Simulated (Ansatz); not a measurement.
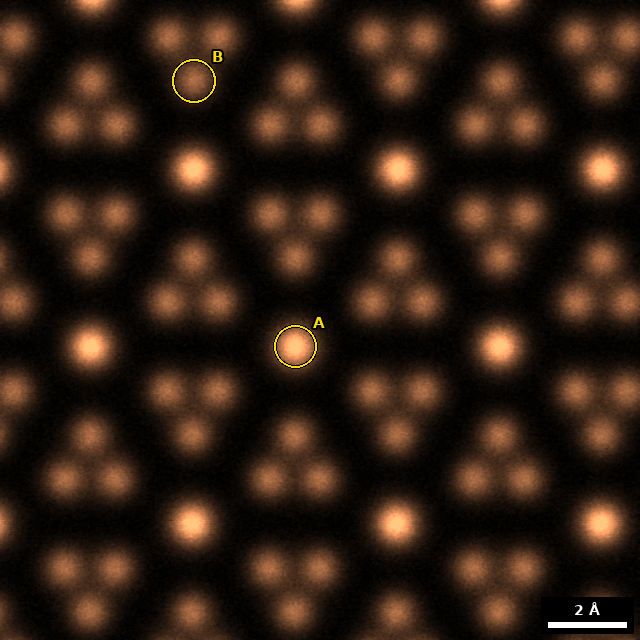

Integrated-DPC-like image of Pb (Pm-3n, No. 223) along [111]. Simulated as the projected potential of neutral atoms (B = 0.5 Å²) blurred by a 0.60 Å probe, the thin-sample limit of integrated differential phase contrast. Shot noise and a slight drift were added. Structure used: the end point of a relaxation with Ansatz, DFT, revPBE, plane waves (420 eV) with PAW, scalar-relativistic; the starting structure was generated, so it need not be a known form of this composition.

```cif
data_structure
_symmetry_space_group_name_H-M 'Pm-3n'
_symmetry_Int_Tables_number 223
_cell_length_a 6.4712
_cell_length_b 6.4712
_cell_length_c 6.4712
_cell_angle_alpha 90.000
_cell_angle_beta 90.000
_cell_angle_gamma 90.000
_cell_volume 270.99
loop_
_atom_site_label
_atom_site_type_symbol
_atom_site_symmetry_multiplicity
_atom_site_Wyckoff_symbol
_atom_site_fract_x
_atom_site_fract_y
_atom_site_fract_z
_atom_site_occupancy
Pb1 Pb 2 a 0.00000 0.00000 0.00000 1
Pb2 Pb 6 c 0.25000 0.00000 0.50000 1
```

Question: Name the elements in each circled column.

Answer: A: Pb (2 Pb per 11.21 Å along the beam; the brightest kind). B: Pb (1 Pb per 11.21 Å along the beam; about 50 % of the brightest peak). Brightness is counted from the darkest point of the image.
